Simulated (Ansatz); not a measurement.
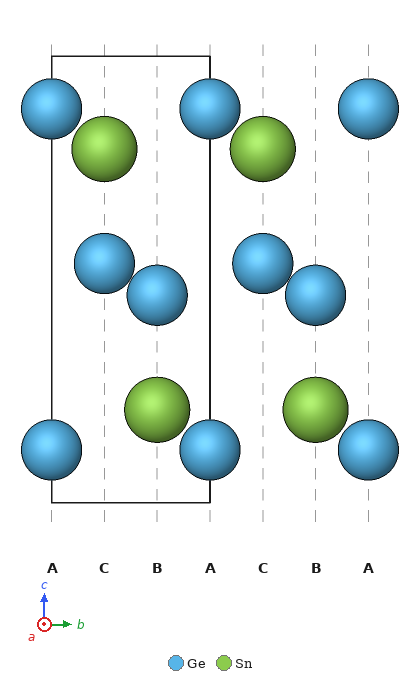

The picture looks along a close-packed row of the hexagonal mesh; c points upwards. The dashed lines mark the three columns A (0, 0), B (1/3, 2/3) and C (2/3, 1/3). The sequence starts with the first layer at or above the cell's origin.

The compound is SnGe₂, taken as the input geometry of an electronic-structure calculation (not necessarily at equilibrium); the starting structure was generated, so it need not be a known form of this composition.

**Give the sequence of layers in one repeat, with element and column.**

Ge(A) – Sn(B) – Ge(B) – Ge(C) – Sn(C) – Ge(A) (six layers in 10.36 Å).

**How are the Ge layers alone stacked?**

Ge layers alone: ABCA, a sequence in which some neighbouring layers lie directly above each other.

**Which positions between or in the Ge layers do the other atoms fill?**

Sn: two tetrahedral sites in each hexagonal cell. Two of the four gaps between Ge layers are empty.

Heights of the layers:

```json
{"layer": "1", "atoms (column)": "Ge(A)", "height (Å)": "1.22", "to next (Å)": "0.93"}
{"layer": "2", "atoms (column)": "Sn(B)", "height (Å)": "2.15", "to next (Å)": "2.66"}
{"layer": "3", "atoms (column)": "Ge(B)", "height (Å)": "4.81", "to next (Å)": "0.74"}
{"layer": "4", "atoms (column)": "Ge(C)", "height (Å)": "5.55", "to next (Å)": "2.66"}
{"layer": "5", "atoms (column)": "Sn(C)", "height (Å)": "8.20", "to next (Å)": "0.93"}
{"layer": "6", "atoms (column)": "Ge(A)", "height (Å)": "9.13", "to next (Å)": "2.45"}
```
